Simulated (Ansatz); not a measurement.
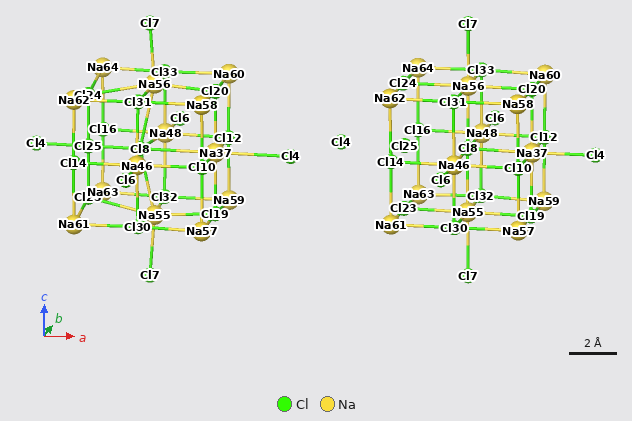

Two geometries of a defect cell of composition Cl₃₃Na₃₁ (cell charge +2), drawn at one scale. One is the start of a relaxation, the other its converged end. A ball-and-stick model of the atoms within 5.8 Å of the atom that moves most (axes of the cell of the calculation (origin shifted)), seen slightly off an axis.

Level of theory: Ansatz 0.2.0, DFT, PBEsol, PAW, plane waves. Settings: plane-wave cutoff 420 eV; k-point mesh 1 × 1 × 1; mesh shifted by (0.25, 0.25, 0.25); no spin polarisation; atoms relaxed in a fixed cell; force threshold 0.03 eV/Å; at most 80 steps.

**Which geometry has the lower energy?**

The left one is the relaxed one. The energy falls by 1.355 eV per cell of the calculation in 9 geometry steps. The largest force component goes from 0.21 to 0.0033 eV/Å. The largest moves, 0.51 Å, are those of Cl8 and Cl24. Cl8 goes along −a. Largest moves by element: Cl 0.51 Å, Na 0.19 Å. The cell stays as it was. Some distances before and after: Cl4–Na37 2.802 → 3.317 Å, Cl23–Cl25 2.786 → 2.283 Å, Cl24–Cl25 2.778 → 2.283 Å, Cl8–Na37 2.838 → 3.316 Å. New bonds form, among them: Cl23–Cl25 (2.79 → 2.28 Å), Cl24–Cl25 (2.78 → 2.28 Å), Cl4–Cl25 (2.78 → 2.28 Å), Cl8–Cl25 (2.78 → 2.28 Å). Bond angles that change, for instance: Cl8–Na55–Cl23 89.7° → 65.5°, Na55–Cl8–Na56 179.5° → 155.5°, Cl8–Na56–Cl24 89.0° → 65.5°.

Limits of the set-up: the cell is charged, on a uniform background, and energies carry no finite-size correction.
